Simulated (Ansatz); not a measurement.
**ZnSe: single-point calculation**

The run: single-point calculation of ZnSe (2 atoms in the cell). Method and program: DFT PBE, scalar-relativistic, plane waves, PAW, no spin polarisation (Ansatz 0.2.0).

The structure derives from a Materials Project entry. It belongs to a series of runs on one base structure; here: band edges sought over the zone. Figures and captions count atoms from 1; the log counts them from 0 in places.

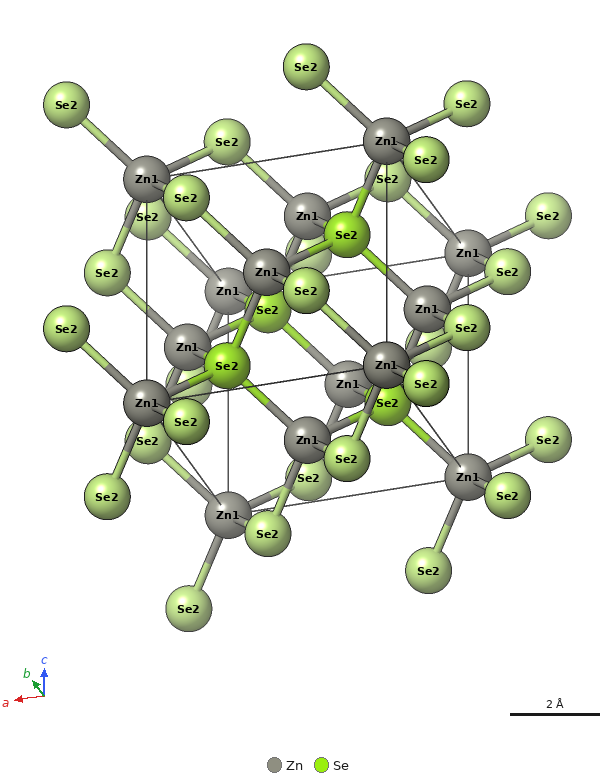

Fig. 1: The structure as given in the input (ball-and-stick view of the cell 4 times as large as that of the calculation, set on its symmetry axes, seen at an oblique angle; neighbours outside the cell are drawn fainter; atoms are numbered from 1 in the order of the input). Near neighbours in the crystal (not all of them lie inside the picture): Zn has 4 Se at 2.48 Å; Se has 4 Zn at 2.48 Å.

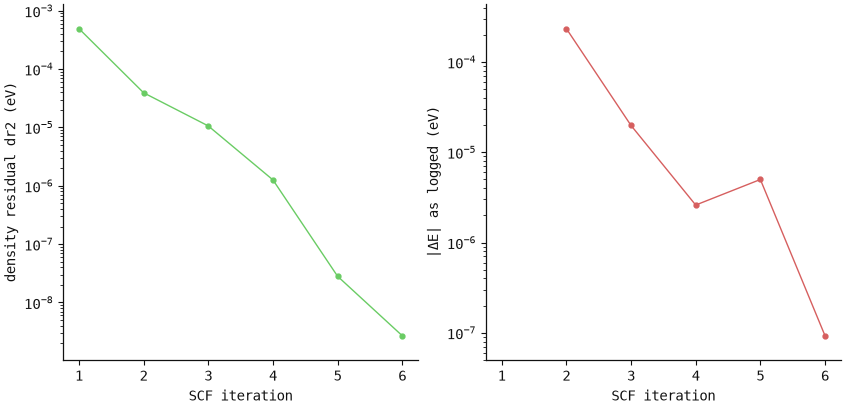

Fig. 2: Convergence of the self-consistent field: density residual dr2 and size of the energy change against the SCF iteration. The residual falls at every step.

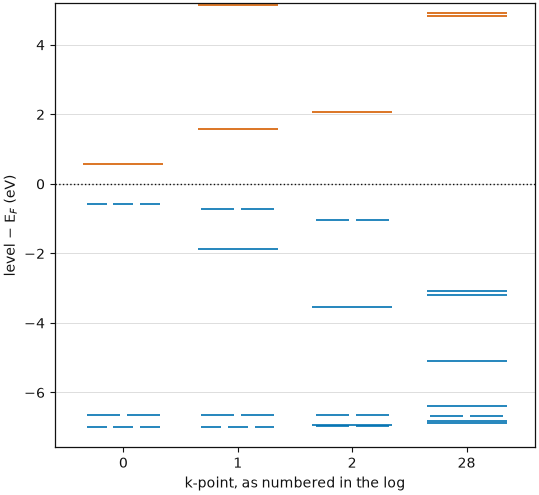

Fig. 3: Kohn–Sham levels near the Fermi level (dotted) at the few k-points that the log prints; levels within 0.02 eV of each other stand side by side. Among these points the highest filled and lowest empty levels are 1.15 eV apart, which is the gap on the mesh.

These pictures come from the run below.

## Input
```yaml
crystal:
  lattice:
    - [0.0, 2.8658805878, 2.8658805878]
    - [2.8658805878, 0.0, 2.8658805878]
    - [2.8658805878, 2.8658805878, 0.0]
  atoms:
    - { symbol: Zn, position: [0.0, 0.0, 0.0] }
    - { symbol: Se, position: [0.75, 0.75, 0.75] }
basis:
  ecutwfc: 420
  xc_grid: 2
kpoints:
  mp_grid: { grid: [8, 8, 8] }
  band_path: { path: [VBM, CBM], npoints: 2 }
hamiltonian:
  xc: pbe
scf:
  occupations: { method: gaussian, width: 0.02 }
output:
  forces: true
  stress: true
  eigenvalues: true
```

Launched with:
```bash
ansatz run input.yaml --threads 8 --pin off --max-ram 16384MiB --backend cpu --events-out ev --progress --plain --runs-dir out
```

## What the program printed
```
Engine: ansatz 0.2.0, aarch64-unknown-linux-gnu
Pseudopotentials: kind: paw
Pseudopotential: Zn, paw, valence charge 12, recommended cutoff 420 eV (normal), Zn.paw.azcp
Pseudopotential: Se, paw, valence charge 16, recommended cutoff 420 eV (normal), Se.paw.azcp
Functional definition: PBE
  parameter kappa = 0.804
  parameter beta = 0.06672455060314922
  exchange = pbe_x(kappa = kappa, mu = beta*pi^2/3)
  correlation = pbe_c(beta = beta)
Crystal: 2 atoms, lattice volume = 47.077 Å³
Basis set: ecut = 420 eV, 941 PW (Γ), exchange–correlation on 60×60×60 points (8 copies of the dense FFT grid, shifted against one another)
Bands: 18, of which v1, the nominal top of the filled ones, is band 14 counted from 1 (13 counted from 0)
Symmetry: 24 space group operations
Space group: F-43m (ITA 216), of the structure as read, at distance tolerance 3.6e-5 Å
k-points: 29 of 512 (time reversal used)
Non-local potential: Zn, projectors of the file, l = 0: 2, l = 1: 2, l = 2: 3, l = 3: 1
Non-local potential: Se, projectors of the file, l = 0: 2, l = 1: 2, l = 2: 3, l = 3: 1
PAW form: soft (Blöchl's): semilocal exchange-correlation on the pseudo side does not see the compensation charge
PAW one-centre angular grid: Zn, 590 points (default); XC on 64 Gauss nodes
PAW one-centre angular grid: Se, 590 points (default); XC on 64 Gauss nodes
Initial density: superposition of atomic densities (neutral atoms: chi_scale 0, normalization atom), corrected by the library's trained network
Initial wavefunctions: pseudopotential atomic-orbital guess
Functional: x = pbe(κ = 0.804, μ = 0.2195149727645171), c = pbe(β = 0.06672455060314922)
SCF iter   1: F=—  HF=-8789.536566 eV  |F-HF|=—  |Δ(HF+E_count)|=         —  Δρ=7.92e-4  dr2=4.93e-4  ethr=1.77e-3  ⟨swp⟩=6.1  Hψ=2655  notcnv=0
preconditioner: auto → none  [insulator: Δε(μ)=1.147 eV  Ē_g=11.755 eV  σ=0.020 eV  W_gap=1.00  n_scr=14 (ndim 8)  ℏωp=23.0 eV  f_vac=0.132  D(μ)=0.00/eV (n_scr^D=0)  ε∞_Penn≈4.8]
SCF iter   2: F=—  HF=-8789.536333 eV  |F-HF|=—  |Δ(HF+E_count)|=   2.34e-4  Δρ=4.00e-4  dr2=3.92e-5  ethr=1.76e-6  ⟨swp⟩=2.1  Hψ=1053  notcnv=0
SCF iter   3: F=—  HF=-8789.536353 eV  |F-HF|=—  |Δ(HF+E_count)|=   1.98e-5  Δρ=1.84e-4  dr2=1.06e-5  ethr=1.40e-7  ⟨swp⟩=2.0  Hψ=754  notcnv=0
SCF iter   4: F=—  HF=-8789.536355 eV  |F-HF|=—  |Δ(HF+E_count)|=   2.60e-6  Δρ=7.73e-5  dr2=1.26e-6  ethr=3.79e-8  ⟨swp⟩=2.0  Hψ=754  notcnv=0
iter 5 did not close the SCF: its close was put off for the readings that it lacked (scf_convergence_deferred on its scf_iter line)
SCF iter   5: F=-8789.536360 eV  HF=-8789.536360 eV  |F-HF|=7.68e-8  |Δ(HF+E_count)|=   4.99e-6  Δρ=8.32e-6  dr2=2.81e-8  ethr=4.50e-9  ⟨swp⟩=2.0  Hψ=785  notcnv=0
SCF iter   6: F=-8789.536360 eV  HF=-8789.536360 eV  |F-HF|=2.08e-9  |Δ(HF+E_count)|=   9.27e-8  Δρ=2.75e-6  dr2=2.69e-9  ethr=1.00e-10  ⟨swp⟩=2.9  Hψ=1908  notcnv=0
SCF 1 converged in 6 iterations: F = -8789.536360 eV  dr2 = 2.69e-9
  greatest PAW one-centre occupation: 1.000 electrons in one spin orbital (limit 2), on the Se atom at site 1 (counted from 0), in its partial waves of l = 2
NSCF: frozen V_eff on 16 k-points
NSCF: frozen V_eff on 16 k-points
NSCF: frozen V_eff on 7 k-points
NSCF: frozen V_eff on 2 k-points
NSCF: frozen V_eff on 2 k-points
NSCF: frozen V_eff on 2 k-points
NSCF: frozen V_eff on 2 k-points
NSCF: frozen V_eff on 2 k-points
NSCF: frozen V_eff on 2 k-points
NSCF: frozen V_eff on 3 k-points
SCF converged after 6 iterations
Free energy (F): -8789.536360 eV
Harris-Foulkes:  -8789.536360 eV  (|F-HF|=2.08e-9)
Internal energy: -8789.536360 eV  (E = F + TS)
E sigma→0 (E₀):  -8789.536360 eV
Fermi energy:    6.901391 eV
--- Per-component energies (eV) ---
  E_band       = -391.592621
  E_kinetic    = 249.348085
  E_local      = -4441.495041  (includes V_loc(G=0)·N_el)
  E_nonlocal   = 18.687940
  E_hartree    = 2055.208797
  E_xc         = -241.035530
  E_vxc        = -149.663599  (∫ρ·V_xc dr)
  E_paw        = -3739.764990  (= ΣΔE_a)
  E_vpaw       = -178.884347  (= ΣTr[D̂ρ^β])
  E_aug_tail   = -0.000935  (compensation charges beyond the density's cutoff)
  E_ewald      = -2690.484687
  E_smearing   = -0.000000  (= −TS)
  E_closure    = -0.000000  (closes the sum)
  Σ components = -8789.536360   (vs F -8789.536360, Δ=0.00e0)
--- Forces (eV/Å), atoms counted from 1 ---
  atom   1  Zn    -0.00000000     0.00000000     0.00000000
  atom   2  Se     0.00000000    -0.00000000    -0.00000000
  max |Σ_I F_I| component: 1.99e-16 eV/Å
--- Stress (GPa, compression-positive) ---
        0.032273      -0.000000      -0.000000
        0.000000       0.032273       0.000000
       -0.000000       0.000000       0.032273
  P = ⅓ Tr σ = 0.0323 GPa (0.323 kbar)
--- Band table (eV; the first three rows and the last of 29) ---
  k-point 0: bands = ["-40.4590", "-40.4590", "-40.4590", "-40.4551", "-40.4551", "-6.7271", "-0.0995", "-0.0995", "-0.0995", "0.2415", "0.2415", "6.3239", "6.3239", "6.3239", "7.4785", "12.1430", "12.1430", "12.1430"]
  k-point 1: bands = ["-40.4590", "-40.4589", "-40.4589", "-40.4551", "-40.4551", "-6.6329", "-0.0907", "-0.0848", "-0.0848", "0.2403", "0.2403", "5.0283", "6.1814", "6.1814", "8.4733", "12.0593", "12.3854", "12.3854"]
  k-point 2: bands = ["-40.4589", "-40.4589", "-40.4589", "-40.4551", "-40.4551", "-6.3893", "-0.0526", "-0.0526", "-0.0325", "0.2417", "0.2417", "3.3646", "5.8751", "5.8751", "8.9830", "12.7531", "12.7531", "12.7942"]
  k-point 28: bands = ["-40.4589", "-40.4589", "-40.4587", "-40.4551", "-40.4550", "-5.7422", "0.0155", "0.0905", "0.2138", "0.2155", "0.5153", "1.8032", "3.6996", "3.8172", "11.7196", "11.8073", "13.2178", "14.0403"]
```

## Summary

- outcome: converged
- space group (tolerance 0.01 Å): F-43m (216)
- electrons treated: 28
- free energy: −8789.5364 eV
- Fermi energy: 6.901 eV
- gap on the k-point mesh: 1.15 eV
- gap on the band path: 1.15 eV
- pressure: 0.03 GPa
- largest force (length of the vector): under 0.001 eV/Å
- hardware: 8 threads of Arm Neoverse V1, 24 GiB of memory available, shared host
- wall time: 1.2 s (CPU time 5.9 s)
- peak memory: 0.39 GiB
